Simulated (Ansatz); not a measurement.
**What a change does: single-point calculation on NbSi**

System: NbSi (2 atoms in the cell).
Method of run 1: DFT, PBE, all-electron LAPW, scalar-relativistic, no spin polarisation (Ansatz 0.2.0).

Text and figures count atoms from 1; the logs count them from 0 in places.

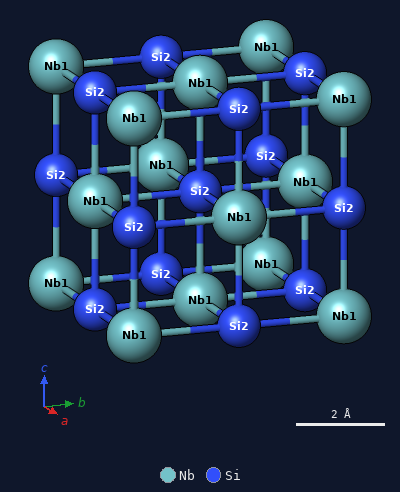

Fig. 1: The input geometry (ball-and-stick view of the cell 4 times as large as that of the calculation, set on its symmetry axes, seen slightly off an axis; atoms are numbered from 1 in the order of the input). Near neighbours in the crystal (not all of them lie inside the picture): Nb has 6 Si at 2.57 Å; Si has 6 Nb at 2.57 Å.

### Input file, run 1
```yaml
crystal:
  lattice:
    - [0.0, 2.5736511623, 2.5736511623]
    - [2.5736511623, 0.0, 2.5736511623]
    - [2.5736511623, 2.5736511623, 0.0]
  atoms:
    - { symbol: Nb, position: [0.0, 0.0, 0.0] }
    - { symbol: Si, position: [0.5, 0.5, 0.5] }
kpoints:
  mp_grid: { grid: [14, 14, 14] }
scf:
  occupations: { method: fermi_dirac, width: 0.05 }
hamiltonian:
  xc: pbe
  pseudopotentials: { kind: all_electron, lapw: { basis_error: 0.001 } }
output:
  forces: true
  stress: true
  eigenvalues: true
basis:
  ecutwfc: 500
```

Hardware: 1 thread of an Arm (aarch64) CPU, shared host.

### Output, shortened to warnings, some set-up lines, iterations and results (run 1)
```
Basis set: ecut = 500.00000000000006 eV, 893 PW (Γ), exchange–correlation at level 2
Symmetry: 48 space group operations
k-points: 104 of 2744
Initial density: superposition of atomic densities (chi_scale 0.1, normalization cell, long waves kept (reshape's long-wave potential 0.00 eV rms))
[...]
SCF iter   1: F=—  HF=-111839.672764 eV  |F-HF|=—  |Δ(HF+E_count)|=         —  Δρ=6.55e-2  dr2=2.27e0  ethr=5.52e-3  ⟨swp⟩=2.0  Hψ=16391  notcnv=0
SCF iter   2: F=—  HF=-111838.461467 eV  |F-HF|=—  |Δ(HF+E_count)|=    1.21e0  Δρ=1.50e-2  dr2=8.18e-2  ethr=2.00e-4  ⟨swp⟩=2.0  Hψ=13011  notcnv=0
SCF iter   3: F=—  HF=-111838.454846 eV  |F-HF|=—  |Δ(HF+E_count)|=         —  Δρ=1.51e-2  dr2=1.19e-1  ethr=1.99e-4  ⟨swp⟩=2.0  Hψ=7803  notcnv=0
SCF iter   4: F=—  HF=-111838.450131 eV  |F-HF|=—  |Δ(HF+E_count)|=   4.72e-3  Δρ=4.68e-3  dr2=9.90e-3  ethr=1.99e-4  ⟨swp⟩=2.0  Hψ=7286  notcnv=0
SCF iter   5: F=—  HF=-111838.446904 eV  |F-HF|=—  |Δ(HF+E_count)|=   3.23e-3  Δρ=1.31e-3  dr2=9.51e-4  ethr=2.42e-5  ⟨swp⟩=2.0  Hψ=7522  notcnv=0
SCF iter   6: F=—  HF=-111838.446999 eV  |F-HF|=—  |Δ(HF+E_count)|=   9.43e-5  Δρ=5.47e-4  dr2=1.80e-4  ethr=2.32e-6  ⟨swp⟩=2.0  Hψ=7488  notcnv=0
SCF iter   7: F=—  HF=-111838.446960 eV  |F-HF|=—  |Δ(HF+E_count)|=   3.89e-5  Δρ=1.30e-4  dr2=8.07e-6  ethr=4.40e-7  ⟨swp⟩=2.0  Hψ=7488  notcnv=0
SCF iter   8: F=—  HF=-111838.446957 eV  |F-HF|=—  |Δ(HF+E_count)|=   2.57e-6  Δρ=7.16e-5  dr2=2.97e-6  ethr=1.97e-8  ⟨swp⟩=2.0  Hψ=7488  notcnv=0
SCF iter   9: F=—  HF=-111838.446956 eV  |F-HF|=—  |Δ(HF+E_count)|=   1.25e-6  Δρ=2.24e-5  dr2=2.36e-7  ethr=7.24e-9  ⟨swp⟩=2.0  Hψ=7490  notcnv=0
SCF iter  10: F=-111838.446956 eV  HF=-111838.446956 eV  |F-HF|=2.13e-8  |Δ(HF+E_count)|=   1.23e-7  Δρ=4.96e-6  dr2=1.07e-8  ethr=5.76e-10  ⟨swp⟩=2.0  Hψ=7488  notcnv=0
SCF 1 converged in 10 iterations: F = -111838.446956 eV  dr2 = 1.07e-8
SCF converged after 10 iterations
Free energy (F): -111838.446956 eV
Harris-Foulkes:  -111838.446956 eV  (|F-HF|=2.13e-8)
Internal energy: -111838.434501 eV  (E = F + TS)
E sigma→0 (E₀):  -111838.440729 eV
Entropy (-TS):   -0.012454 eV (-6.227 meV/atom)
Fermi energy:    15.863954 eV
--- Per-component energies (eV) ---
  E_band       = -4485.762529
  E_kinetic    = 115454.849664
  E_xc         = -3809.052556
  E_electrostatic = -223484.231609  (all electrons and nuclei)
  E_smearing   = -0.012454  (= −TS)
  E_closure    = 0.000000  (closes the sum)
  E_atoms      = -111822.405006  (free atoms, spherical and without spin; not in F)
  Σ components = -111838.446956   (vs F -111838.446956, Δ=0.00e0)
  Basis errors (estimates in eV, not in F): energy 3.8e-5 per atom: plane waves 2.6e-7 (1.5e-7 summed), levels above the bands 4.6e-55, relativity 3.8e-8, radial functions 3.7e-5, core shells 1.8e-7; eigenvalues (radial functions only) 1.8e-6; not estimated: angular momenta, meshes, grids; target …
--- Forces (eV/Å), atoms counted from 1 ---
  atom   1  Nb    -0.00000000     0.00000000     0.00000000
  atom   2  Si     0.00000000    -0.00000000    -0.00000000
  max |Σ_I F_I| component: 5.26e-31 eV/Å
--- Stress (GPa, compression-positive) ---
       -0.003119       0.000000      -0.000000
        0.000000      -0.003119      -0.000000
       -0.000000      -0.000000      -0.003119
  P = ⅓ Tr σ = -0.0031 GPa (-0.031 kbar)
```

The input of run 2 differs as follows (lines with − go, lines with + come):
```diff
-  ecutwfc: 500
+  ecutwfc: 400
```

How does run 2 compare with run 1?

The free energy of run 2 is 0.01 meV per atom lower, which measures how much it depends on this numerical setting. The number of SCF iterations is the same. The plane waves at Γ go from 893 to 609.

### Output, shortened to warnings, some set-up lines, iterations and results (run 2)
```
Basis set: ecut = 399.9999999999999 eV, 609 PW (Γ), exchange–correlation at level 2
Symmetry: 48 space group operations
k-points: 104 of 2744
Initial density: superposition of atomic densities (chi_scale 0.1, normalization cell, long waves kept (reshape's long-wave potential 0.00 eV rms))
[...]
SCF iter   1: F=—  HF=-111839.672770 eV  |F-HF|=—  |Δ(HF+E_count)|=         —  Δρ=6.54e-2  dr2=2.27e0  ethr=5.52e-3  ⟨swp⟩=2.0  Hψ=16375  notcnv=0
SCF iter   2: F=—  HF=-111838.461483 eV  |F-HF|=—  |Δ(HF+E_count)|=    1.21e0  Δρ=1.50e-2  dr2=8.17e-2  ethr=2.00e-4  ⟨swp⟩=2.0  Hψ=13008  notcnv=0
SCF iter   3: F=—  HF=-111838.454863 eV  |F-HF|=—  |Δ(HF+E_count)|=         —  Δρ=1.51e-2  dr2=1.19e-1  ethr=1.99e-4  ⟨swp⟩=2.0  Hψ=7800  notcnv=0
SCF iter   4: F=—  HF=-111838.450142 eV  |F-HF|=—  |Δ(HF+E_count)|=   4.72e-3  Δρ=4.68e-3  dr2=9.91e-3  ethr=1.99e-4  ⟨swp⟩=2.0  Hψ=7287  notcnv=0
SCF iter   5: F=—  HF=-111838.446915 eV  |F-HF|=—  |Δ(HF+E_count)|=   3.23e-3  Δρ=1.31e-3  dr2=9.50e-4  ethr=2.42e-5  ⟨swp⟩=2.0  Hψ=7522  notcnv=0
SCF iter   6: F=—  HF=-111838.447009 eV  |F-HF|=—  |Δ(HF+E_count)|=   9.43e-5  Δρ=5.47e-4  dr2=1.80e-4  ethr=2.32e-6  ⟨swp⟩=2.0  Hψ=7488  notcnv=0
SCF iter   7: F=—  HF=-111838.446970 eV  |F-HF|=—  |Δ(HF+E_count)|=   3.89e-5  Δρ=1.30e-4  dr2=8.06e-6  ethr=4.40e-7  ⟨swp⟩=2.0  Hψ=7488  notcnv=0
SCF iter   8: F=—  HF=-111838.446967 eV  |F-HF|=—  |Δ(HF+E_count)|=   2.57e-6  Δρ=7.15e-5  dr2=2.97e-6  ethr=1.97e-8  ⟨swp⟩=2.0  Hψ=7488  notcnv=0
SCF iter   9: F=—  HF=-111838.446966 eV  |F-HF|=—  |Δ(HF+E_count)|=   1.26e-6  Δρ=2.23e-5  dr2=2.36e-7  ethr=7.24e-9  ⟨swp⟩=2.0  Hψ=7490  notcnv=0
SCF iter  10: F=-111838.446966 eV  HF=-111838.446966 eV  |F-HF|=2.13e-8  |Δ(HF+E_count)|=   1.23e-7  Δρ=4.95e-6  dr2=1.06e-8  ethr=5.76e-10  ⟨swp⟩=2.0  Hψ=7488  notcnv=0
SCF 1 converged in 10 iterations: F = -111838.446966 eV  dr2 = 1.06e-8
SCF converged after 10 iterations
Free energy (F): -111838.446966 eV
Harris-Foulkes:  -111838.446966 eV  (|F-HF|=2.13e-8)
Internal energy: -111838.434511 eV  (E = F + TS)
E sigma→0 (E₀):  -111838.440739 eV
Entropy (-TS):   -0.012454 eV (-6.227 meV/atom)
Fermi energy:    15.863954 eV
--- Per-component energies (eV) ---
  E_band       = -4485.762542
  E_kinetic    = 115454.849739
  E_xc         = -3809.052569
  E_electrostatic = -223484.231681  (all electrons and nuclei)
  E_smearing   = -0.012454  (= −TS)
  E_closure    = 0.000000  (closes the sum)
  E_atoms      = -111822.405006  (free atoms, spherical and without spin; not in F)
  Σ components = -111838.446966   (vs F -111838.446966, Δ=0.00e0)
  Basis errors (estimates in eV, not in F): energy 4.0e-5 per atom: plane waves 3.0e-6 (1.6e-6 summed), levels above the bands 4.6e-55, relativity 3.7e-8, radial functions 3.7e-5, core shells 1.8e-7; eigenvalues (radial functions only) 1.8e-6; not estimated: angular momenta, meshes, grids; target …
--- Forces (eV/Å), atoms counted from 1 ---
  atom   1  Nb    -0.00000000    -0.00000000     0.00000000
  atom   2  Si     0.00000000    -0.00000000     0.00000000
  max |Σ_I F_I| component: 6.05e-30 eV/Å
--- Stress (GPa, compression-positive) ---
       -0.003131      -0.000000       0.000000
       -0.000000      -0.003131       0.000000
        0.000000       0.000000      -0.003131
  P = ⅓ Tr σ = -0.0031 GPa (-0.031 kbar)
```

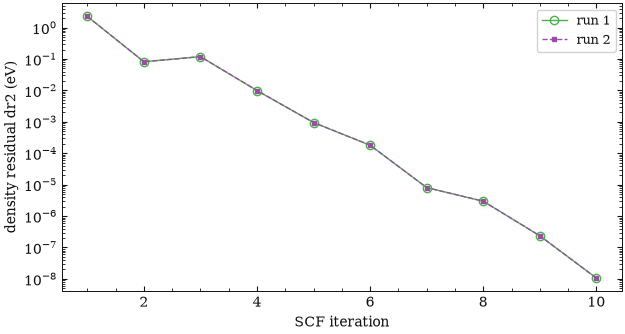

Fig. 2: Convergence of the two runs: density residual dr2 against the SCF iteration. Run 1 takes 10 iterations in all, and run 2 takes 10.

### The two runs side by side

| quantity | run 1 | run 2 |
| --- | --- | --- |
| outcome | converged | converged |
| free energy per atom (eV) | −55919.2235 | −55919.2235 |
| energy per atom, smearing taken to zero (eV) | −55919.2204 | −55919.2204 |
| pressure (GPa) | 0.00 | 0.00 |
| largest force (eV/Å) | 0.000 | 0.000 |
| SCF iterations | 10 | 10 |
| irreducible k-points | 104 | 104 |
| plane waves at Γ | 893 | 609 |
| wall time (shared host) | 70 s | 45 s |
